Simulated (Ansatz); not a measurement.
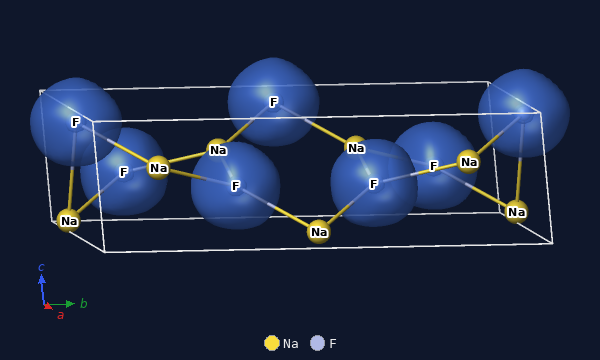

The picture shows: NaF. Isosurface of the ELF at 0.6 (blue), seen slightly off an axis. Only the valence region is drawn (cores and ρ < 0.01 e/Å³ removed). Sticks mark near contacts.

Space group Cm; a structure generated by program, which may or may not match a known phase.

These are results of DFT PBE, scalar-relativistic, plane waves, PAW in Ansatz, not measurements.

In a PAW calculation such maps are meaningful between the atoms, not at the nuclei.

Input

```
crystal:
  lattice:
    - [3.1970348, -4.914821, 0.0]
    - [3.1970348, 4.914821, 0.0]
    - [-1.4469407, 0.0, 2.6884896]
  atoms:
    - { symbol: Na, position: [0.303477, 0.995933, 0.398852] }
    - { symbol: Na, position: [0.663965, 0.663965, 0.914623] }
    - { symbol: Na, position: [0.995933, 0.303477, 0.398852] }
    - { symbol: F, position: [0.695832, 0.003722, 0.600519] }
    - { symbol: F, position: [0.336832, 0.336832, 0.086529] }
    - { symbol: F, position: [0.003722, 0.695832, 0.600519] }
basis:
  ecutwfc: 420
kpoints:
  mp_grid: { grid: [6, 6, 8] }
hamiltonian:
  xc: pbe
scf:
  occupations: { method: gaussian, width: 0.02 }
output:
  forces: true
  stress: true
  eigenvalues: true
  write_density: true
  write_potential: true
  elf: true
  volumetric_format: npy
relax:
  adjacent_minimum: "off"
  f_tol: 0.01
  max_steps: 80
  cell: { stress_tol: 0.05 }
```

Run with:

```sh
ansatz run input.yaml --threads 4 --pin off --max-ram 8192MiB --backend cpu --events-out ev --progress --plain --runs-dir out
```

Below, planes, directions and counts refer to the conventional cell (a = 6.39 Å, b = 9.83 Å, c = 3.05 Å, α = 90.00°, β = 118.29°, γ = 90.00°).

The fields are those of the relaxed geometry.

Question: What do the ELF domains correspond to?

Answer: The ELF exceeds this value in six regions wrapped around F (the valence shell of each), counted in one cell of 12 atoms. Any copies at cell faces, edges or corners count once. Along the contacts the grid gives the following. Na–F (2.20 Å): the ELF peaks at about 0.80 in the valence shell of F, 0.6 Å from its nucleus, and is about 0.10 at the midpoint; a closed-shell, largely ionic contact. Na–F (2.28 Å): the ELF is about 0.05 at the midpoint: an ionic contact with no shared pair.
